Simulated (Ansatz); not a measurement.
Input

```
crystal:
  lattice:
    - [2.7488179333, 0.0, 0.0]
    - [-1.3744089666, 2.3805461606, -0.178540962]
    - [0.0, -0.1900425408, 2.5339005437]
  atoms:
    - { symbol: Mo, position: [0.0, 0.0, 0.5] }
basis:
  ecutwfc: 500
kpoints:
  mp_grid: { grid: [24, 24, 24] }
hamiltonian:
  xc: r2scan
scf:
  occupations: { method: gaussian, width: 0.15 }
output:
  forces: true
  stress: true
  eigenvalues: true
  write_density: true
  write_potential: true
  elf: true
  volumetric_format: npy
```

Run with:

```sh
ansatz run input.yaml --threads 1 --pin off --max-ram 2560MiB --backend cpu --events-out ev --progress --plain --runs-dir out
```

Below, planes, directions and counts refer to the conventional cell (a = 4.77 Å, b = 2.75 Å, c = 2.54 Å, α = 90.00°, β = 98.58°, γ = 90.00°).

Space group C2/m; a structure from a database of computed crystals, not necessarily the ambient phase; changed on purpose from its base cell (strain -0.1500 x Voigt [0, 0, 0, 1, 0, 0], atoms carried along); computed without spin polarisation.

Method: DFT r2SCAN, scalar-relativistic, plane waves, PAW (Ansatz 0.2.0).

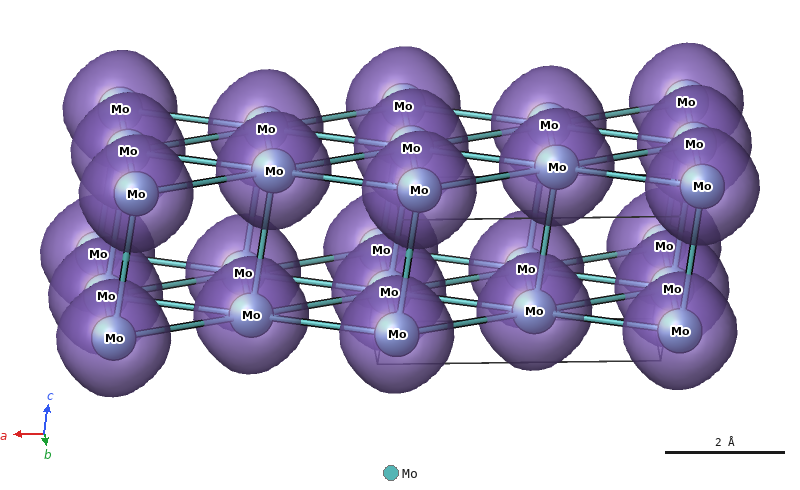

Mo. Isosurface of the valence charge density (pseudo) at 0.8 e/Å³ (purple), seen at an oblique angle. Sticks mark near contacts.

Core electrons are frozen (PAW), and the valence fields are smoothed inside the atomic spheres.

### How is the density connected at this value?

At this value the density breaks into separate islands; it holds about 70 % of the electrons treated as valence (semicore included). It bridges none of the near contacts. It is pinched off along the sampled Mo–Mo (2.54 Å) and Mo–Mo (2.75 Å) contacts. On the grid the lowest density along these lines, outside the cores, is 0.54 e/Å³ (Mo–Mo, 2.54 Å) and 0.37 e/Å³ (Mo–Mo, 2.75 Å).

### Metal or insulator at this level of theory?

It is metallic or semimetallic at this level of theory: no gap opens.
